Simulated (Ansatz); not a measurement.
A periodic structure is given below.

```
CELL_PARAMETERS angstrom
3.46373 0.00000 0.00000
0.00000 3.46373 0.00000
0.00000 0.00000 3.46373
ATOMIC_POSITIONS crystal
Cu 0.00000 0.00000 0.00000
Cu 0.00000 0.50000 0.50000
Cu 0.50000 0.00000 0.50000
Cu 0.50000 0.50000 0.00000
```

**Give a crystallographic description of this input.**

The element is copper. Its lattice is face-centred cubic, its space group Fm-3m (No. 225). This arrangement goes by the name face-centred cubic (Cu type). The cell holds four atoms. Each Cu atom is coordinated by twelve Cu in a cuboctahedral arrangement at 2.45 Å. The bonds build a three-dimensional framework.

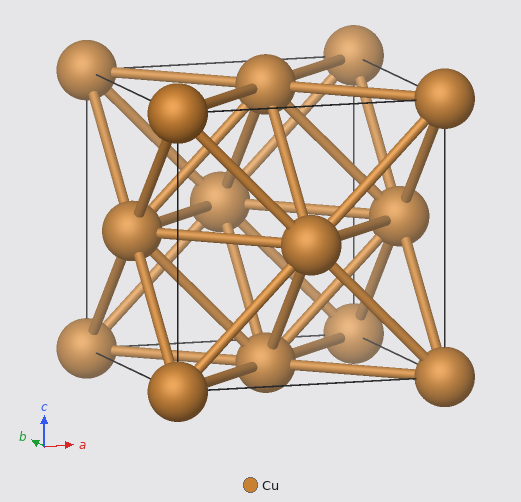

This ball-and-stick model is shown slightly off an axis. Lines trace the edges of the conventional unit cell. Colours: copper orange.

Provenance: a structure listed in the Materials Project. It was relaxed with DFT r2SCAN, scalar-relativistic, plane waves, PAW (Ansatz) under a constraint or pressure on the cell, so some stress remains.

At this level of theory the cell isn't at rest (compressed, at 20 GPa), so its distances can differ from those at equilibrium, the more so the softer the solid.
